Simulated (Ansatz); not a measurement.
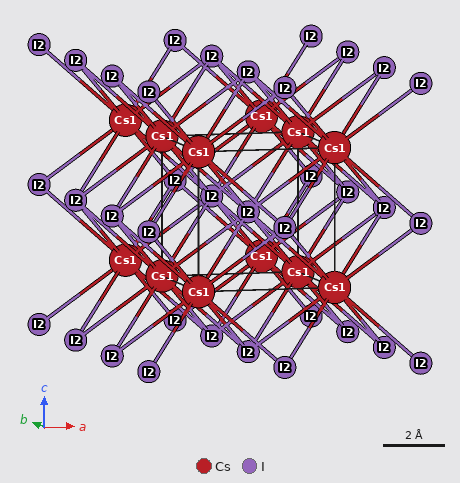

Reference structure: a crystal of CsI (built on the CsCl type). A ball-and-stick model of the cell of the calculation, repeated 1 × 2 × 1 with one cell outlined, seen slightly off an axis.

Method: DFT PBE, scalar-relativistic, plane waves, PAW in Ansatz. Set-up: plane-wave cutoff 420 eV; k-point mesh 8 × 8 × 8; occupations gaussian; smearing width 0.05 eV; no spin polarisation.

Change: All lengths are scaled by −0.7 % (volume −2.0 %), the atoms keeping their fractional coordinates. No relaxation follows.

Input
```yaml
crystal:
  lattice:
    - [4.6341545561, 0.0, 0.0]
    - [0.0, 4.6341545561, 0.0]
    - [0.0, 0.0, 4.6341545561]
  atoms:
    - { symbol: Cs, position: [0.0, 0.0, 0.0] }
    - { symbol: I, position: [0.5, 0.5, 0.5] }
basis:
  ecutwfc: 420
  ecutrho_ratio: 4
kpoints:
  mp_grid: { grid: [8, 8, 8] }
hamiltonian:
  xc: pbe
scf:
  occupations: { method: gaussian, width: 0.05 }
output:
  forces: true
  stress: true
  eigenvalues: true
```

Launched with:
```bash
ansatz run input.yaml --threads 2 --pin off --max-ram 2662MiB --backend cpu --events-out ev --progress --plain --runs-dir out
```

> What does the calculation give for the changed structure?

The energy changes by less than 1 meV per atom. Pressure: 0.0 GPa before, 0.2 GPa after. All forces vanish by symmetry. The gap on the k-mesh: 3.69 eV before, 3.75 eV after. Among the bonded contacts that change: Cs–I 4.040 → 4.013 Å. The space group stays Pm-3m (No. 221).
